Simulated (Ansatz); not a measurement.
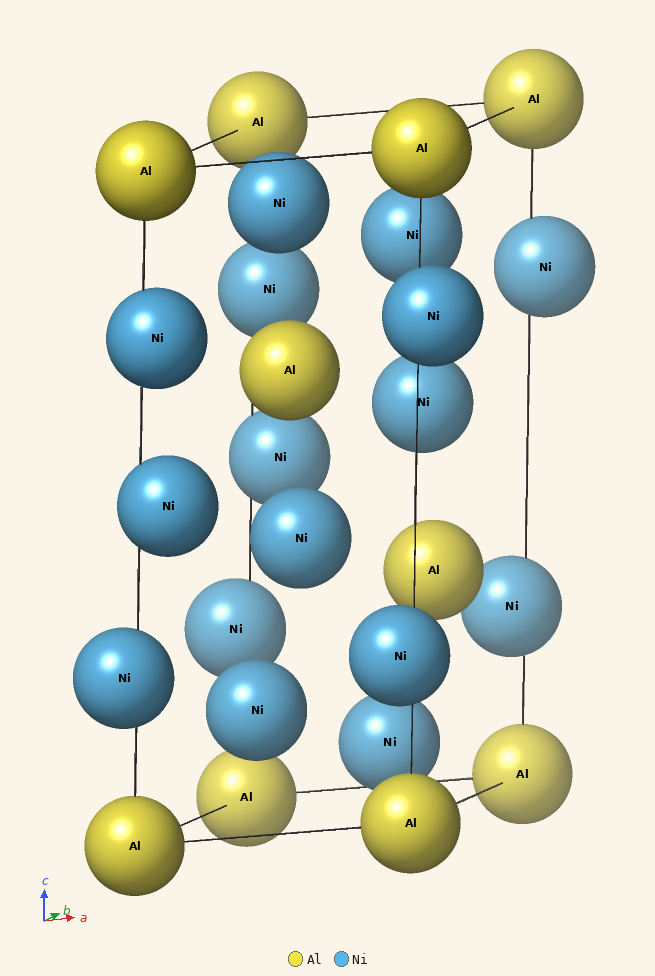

Spheres-only representation of a periodic structure, projected slightly off an axis. The unit cell is drawn as a box. Some neighbours outside the box are added.

AlNi$_{3}$, a = 3.96 Å, b = 3.96 Å, c = 9.73 Å, α = 87.67°, β = 85.33°, γ = 60.00°.

Level of theory and settings: DFT PBEsol, scalar-relativistic, plane waves, PAW in Ansatz, a kinetic-energy cutoff of 420 eV, k-points on a 14×14×5 grid, Gaussian smearing of 0.15 eV, no spin polarisation (a spin-restricted run, not always the ground state).

How large a gap does the method give, if there is one?

Answer. A metal: bands cross the Fermi level.

Which way would the volume go on relaxing?

Answer. The computed pressure is 6.3 GPa (compressed: it would expand). The stress isn't hydrostatic: its largest component is 8.4 GPa.

The starting point was a structure listed in the Materials Project. The cell was then strained or its atoms displaced on purpose. Ansatz was used for an electronic-structure calculation on it.

At this level of theory the run's own cell isn't at rest (compressed, at 6 GPa and forces up to 8.4 eV/Å), so its distances can differ from those at equilibrium, the more so the softer the solid.
